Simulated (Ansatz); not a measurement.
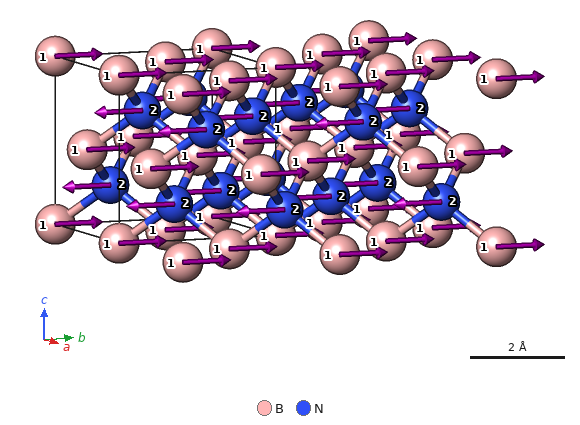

A symmetric starting cell of BN. The purple arrows show how the atoms are displaced, magnified 10 times. A ball-and-stick model of the conventional cell (4 times the calculation's cell), repeated 2 × 2 × 1 with one cell outlined, seen slightly off an axis. Lengths and directions refer to the drawn axes.

Theory: DFT PBEsol, scalar-relativistic, plane waves, PAW (Ansatz). Set-up: plane-wave cutoff 420 eV; k-point mesh 12 × 12 × 12; occupations gaussian; smearing width 0.02 eV; no spin polarisation.

### Describe the change and its computed effect.

Atoms are displaced by 0.11 Å: B1 0.11 Å along +b, N2 0.11 Å along −b. No relaxation follows. The starting cell wasn't computed here and needn't be at equilibrium, so pressure and forces aren't due to the change alone. The pressure is 7.7 GPa (not all of it need come from the change, since the unchanged cell can be under pressure at this level too). The principal stresses (compression positive) are 15.4 GPa along [1 0 1], 4.5 GPa along [1 0 −1], 3.4 GPa along b. The largest forces, 4.7 eV/Å, act on B1 and N2; on N2 it points along +b. The forces point straight back along the displacements (cosine −1.00). Some distances before and after: B–N 1.570 → 1.452 to 1.710 Å. The space group (tolerance 0.01 Å) goes from F-43m (No. 216) to Imm2 (No. 44).
